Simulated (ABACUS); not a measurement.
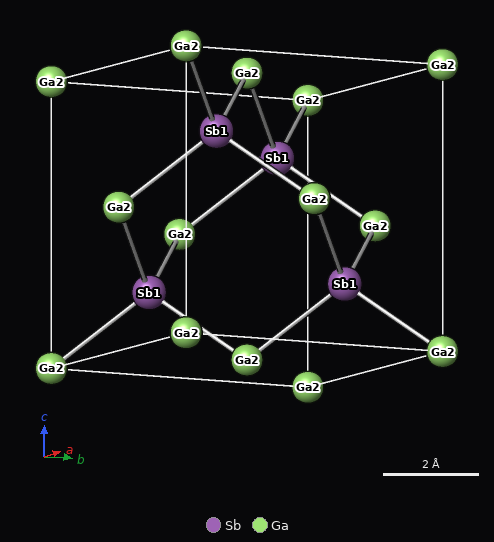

Figure 1. The structure (ball-and-stick view of the cell 4 times as large as that of the calculation, set on its symmetry axes, seen at an oblique angle; atoms are numbered from 1 in the order of the input).

Band-structure run, with input and output: GaSb (part 1 of 2)

System: GaSb (F-43m, 2 atoms in the cell).
Method: Kohn-Sham DFT of a periodic cell, PBEsol, SG15 ONCV 1.2 PBE, no spin polarisation (ABACUS 3.10.1).

The structure derives from an entry of the Crystallography Open Database. It belongs to a series of runs on one base structure; here: bands on the converged density.

**Input file**
```
INPUT_PARAMETERS
suffix              GaSb
calculation         nscf
basis_type          lcao
pseudo_dir          ./
orbital_dir         ./
symmetry            -1
dft_functional      pbesol
ecutwfc             100.0
pseudo_rcut         10
nspin               1
nbands              24
ks_solver           genelpa
smearing_method     fd
smearing_sigma      0.00367493
scf_thr             1e-07
scf_nmax            100
mixing_type         broyden
mixing_beta         0.7
init_chg            file
out_band            1
```

**File STRU**
```
ATOMIC_SPECIES
Sb 121.7600 Sb_ONCV_PBE-1.2.upf
Ga 69.7230 Ga_ONCV_PBE-1.2.upf

NUMERICAL_ORBITAL
Sb_confined-atom_8au_2s2p2d.orb
Ga_confined-atom_8au_2s2p2d.orb

LATTICE_CONSTANT
1.8897261246

LATTICE_VECTORS
4.3260792900 0.0000000000 0.0000000000
2.1630396450 3.7464945639 0.0000000000
2.1630396450 1.2488315213 3.5322289491

ATOMIC_POSITIONS
Direct

Sb
0.0
1
0.7500000000 0.7500000000 0.7500000000 1 1 1

Ga
0.0
1
0.0000000000 0.0000000000 0.0000000000 1 1 1
```

**File KPT**
```
K_POINTS
12
Line
0.00000000 0.00000000 0.00000000 10 // G
0.50000000 0.00000000 0.50000000 10 // X
0.50000000 0.25000000 0.75000000 10 // W
0.37500000 0.37500000 0.75000000 10 // K
0.00000000 0.00000000 0.00000000 10 // G
0.50000000 0.50000000 0.50000000 10 // L
0.62500000 0.25000000 0.62500000 10 // U
0.50000000 0.25000000 0.75000000 10 // W
0.50000000 0.50000000 0.50000000 10 // L
0.37500000 0.37500000 0.75000000 1 // K
0.62500000 0.25000000 0.62500000 10 // U
0.50000000 0.00000000 0.50000000 1 // X
```

Command:
```bash
OMP_NUM_THREADS=1 mpirun -np 4 abacus > log
```

**The program's output**
```
ABACUS v3.10.1

               Atomic-orbital Based Ab-initio Computation at UStc

 ------------------------------------------------------------------------------------

 READING GENERAL INFORMATION
                           global_out_dir = OUT.GaSb/
                           global_in_card = INPUT
                               pseudo_dir = ./
                              orbital_dir = ./
                                    DSIZE = 4
                                    GSIZE = 1

 READING UNITCELL INFORMATION
                                    ntype = 2
                  lattice constant (Bohr) = 1.88973
              lattice constant (Angstrom) = 1

 READING ATOM TYPE 1
                               atom label = Sb
                      L=0, number of zeta = 2
                      L=1, number of zeta = 2
                      L=2, number of zeta = 2
             number of atom for this type = 1

 READING ATOM TYPE 2
                               atom label = Ga
                      L=0, number of zeta = 2
                      L=1, number of zeta = 2
                      L=2, number of zeta = 2
             number of atom for this type = 1

                        TOTAL ATOM NUMBER = 2
DIRECT COORDINATES
    atom                   x                   y                   z     mag                  vx                  vy                  vz
taud_Sb1            0.7500000000        0.7500000000        0.7500000000  0.0000        0.0000000000        0.0000000000        0.0000000000
taud_Ga1            0.0000000000        0.0000000000        0.0000000000  0.0000        0.0000000000        0.0000000000        0.0000000000

                          Volume (Bohr^3) = 386.336
                             Volume (A^3) = 57.249

 Lattice vectors: (Cartesian coordinate: in unit of a_0)
             +4.32608                  +0                  +0
             +2.16304            +3.74649                  +0
             +2.16304            +1.24883            +3.53223
 Reciprocal vectors: (Cartesian coordinate: in unit of 2 pi/a_0)
            +0.231156           -0.133458          -0.0943691
                   -0           +0.266916          -0.0943691
                   +0                  -0           +0.283107
 The esolver type has been set to : ksdft_lcao

                PAO radial cut off (Bohr) = 10

 Read in pseudopotential file is Sb_ONCV_PBE-1.2.upf
                     pseudopotential type = NC
          exchange-correlation functional = PBE
                 nonlocal core correction = 0
                        valence electrons = 15
                                     lmax = 2
                           number of zeta = 0
                     number of projectors = 6
                           L of projector = 0
                           L of projector = 0
                           L of projector = 1
                           L of projector = 1
                           L of projector = 2
                           L of projector = 2
 XC functional updated to : pbesol
          exchange-correlation functional = PBESOL
                PAO radial cut off (Bohr) = 10

 Read in pseudopotential file is Ga_ONCV_PBE-1.2.upf
                     pseudopotential type = NC
          exchange-correlation functional = PBE
                 nonlocal core correction = 0
                        valence electrons = 13
                                     lmax = 2
                           number of zeta = 0
                     number of projectors = 6
                           L of projector = 0
                           L of projector = 0
                           L of projector = 1
                           L of projector = 1
                           L of projector = 2
                           L of projector = 2
 XC functional updated to : pbesol
          exchange-correlation functional = PBESOL
     initial pseudo atomic orbital number = 0

 SETUP THE ELECTRONS NUMBER
            electron number of element Sb = 15
      total electron number of element Sb = 15
            electron number of element Ga = 13
      total electron number of element Ga = 13
            AUTOSET number of electrons:  = 28
                           occupied bands = 14
                                   NLOCAL = 36
                                   NBANDS = 24
                                   NBANDS = 24
                                   NLOCAL = 36

%%%%%%%%%%%%%%%%%%%%%%%%%%%%%%%%%%%%%%%%%%%%%%%%%%%%%%%%%%%%%%%%%%%%%%%%%%%%%%%%%%%%%%%%%%%%%%%%%%%%%%%%%%
 Warning: the number of valence electrons in pseudopotential > 5 for Sb: [Kr] 4d10 5s2 5p3
 Warning: the number of valence electrons in pseudopotential > 3 for Ga: [Ar] 3d10 4s2 4p1
 Pseudopotentials with additional electrons can yield (more) accurate outcomes, but may be less efficient.
 If you're confident that your chosen pseudopotential is appropriate, you can safely ignore this warning.
%%%%%%%%%%%%%%%%%%%%%%%%%%%%%%%%%%%%%%%%%%%%%%%%%%%%%%%%%%%%%%%%%%%%%%%%%%%%%%%%%%%%%%%%%%%%%%%%%%%%%%%%%%

 SETUP THE PLANE WAVE BASIS
 energy cutoff for charge/potential (unit:Ry) = 400
            fft grid for charge/potential = [ 54, 54, 54 ]
                        fft grid division = [ 2, 2, 2 ]
        big fft grid for charge/potential = [ 27, 27, 27 ]
                                     nbxx = 5103
                                     nrxx = 40824

 SETUP PLANE WAVES FOR CHARGE/POTENTIAL
                    number of plane waves = 51913
                         number of sticks = 1831

 PARALLEL PW FOR CHARGE/POTENTIAL
     PROC   COLUMNS(POT)             PW
        1            455          12979
        2            459          12978
        3            459          12978
        4            458          12978
 --------------- sum -------------------
        4           1831          51913
                            number of |g| = 450
                                  max |g| = 36.1208
                                  min |g| = 0.0801498

----------- Double Check Mixing Parameters Begin ------------
mixing_type: broyden
mixing_beta: 0.7
mixing_gg0: 1
mixing_gg0_min: 0.1
mixing_ndim: 8
----------- Double Check Mixing Parameters End ------------

 SETUP K-POINTS
                                    nspin = 1
                                   nkstot = 102
K-POINTS DIRECT COORDINATES
 KPOINTS    DIRECT_X    DIRECT_Y    DIRECT_Z  WEIGHT
       1  0.00000000  0.00000000  0.00000000  1.0000
       2  0.05000000  0.00000000  0.05000000  1.0000
       3  0.10000000  0.00000000  0.10000000  1.0000
       4  0.15000000  0.00000000  0.15000000  1.0000
       5  0.20000000  0.00000000  0.20000000  1.0000
       6  0.25000000  0.00000000  0.25000000  1.0000
       7  0.30000000  0.00000000  0.30000000  1.0000
       8  0.35000000  0.00000000  0.35000000  1.0000
       9  0.40000000  0.00000000  0.40000000  1.0000
      10  0.45000000  0.00000000  0.45000000  1.0000
      11  0.50000000  0.00000000  0.50000000  1.0000
      12  0.50000000  0.02500000  0.52500000  1.0000
      13  0.50000000  0.05000000  0.55000000  1.0000
      14  0.50000000  0.07500000  0.57500000  1.0000
      15  0.50000000  0.10000000  0.60000000  1.0000
      16  0.50000000  0.12500000  0.62500000  1.0000
      17  0.50000000  0.15000000  0.65000000  1.0000
      18  0.50000000  0.17500000  0.67500000  1.0000
      19  0.50000000  0.20000000  0.70000000  1.0000
      20  0.50000000  0.22500000  0.72500000  1.0000
      21  0.50000000  0.25000000  0.75000000  1.0000
      22  0.48750000  0.26250000  0.75000000  1.0000
      23  0.47500000  0.27500000  0.75000000  1.0000
      24  0.46250000  0.28750000  0.75000000  1.0000
      25  0.45000000  0.30000000  0.75000000  1.0000
      26  0.43750000  0.31250000  0.75000000  1.0000
      27  0.42500000  0.32500000  0.75000000  1.0000
      28  0.41250000  0.33750000  0.75000000  1.0000
      29  0.40000000  0.35000000  0.75000000  1.0000
      30  0.38750000  0.36250000  0.75000000  1.0000
[... 72 further k points ...]

           k-point number in this process = 102
       minimum distributed K point number = 102

[... K-POINTS CARTESIAN COORDINATES: 102 rows ...]

[... K-POINTS DIRECT COORDINATES: 102 rows ...]

 SETUP PLANE WAVES FOR WAVE FUNCTIONS
     energy cutoff for wavefunc (unit:Ry) = 100
              fft grid for wave functions = [ 54, 54, 54 ]
                    number of plane waves = 7799
                         number of sticks = 511

 PARALLEL PW FOR WAVE FUNCTIONS
     PROC   COLUMNS(POT)             PW
        1            128           1950
        2            128           1951
        3            128           1951
        4            127           1947
 --------------- sum -------------------
        4            511           7799

 SET NONLOCAL PSEUDOPOTENTIAL PROJECTORS
 SET NONLOCAL PSEUDOPOTENTIAL PROJECTORS
 max number of nonlocal projetors among all species is 6

 -------------------------------------------
 NONSELF-CONSISTENT
 -------------------------------------------

 SETUP SEARCHING RADIUS FOR PROGRAM TO SEARCH ADJACENT ATOMS
                  longest orb rcut (Bohr) = 8
   longest nonlocal projector rcut (Bohr) = 3.62
                     search radius (Bohr) = 23.2
              searching radius is (Bohr)) = 23.2
         searching radius unit is (Bohr)) = 1.89
                         PeriodicBoundary = 1
                        Radius(unit:lat0) = 12.3
                                   glayer = [ 5, 5, 5 ]
                             glayer_minus = [ 4, 4, 4 ]

Find the coordinate range of the input atom(unit:lat0).
                                  min_tau = [ -34.6, -20, -14.1 ]
                                  max_tau = [ 41.1, 23.7, 16.8 ]
                                BoxNumber = [ 9, 9, 9 ]
```
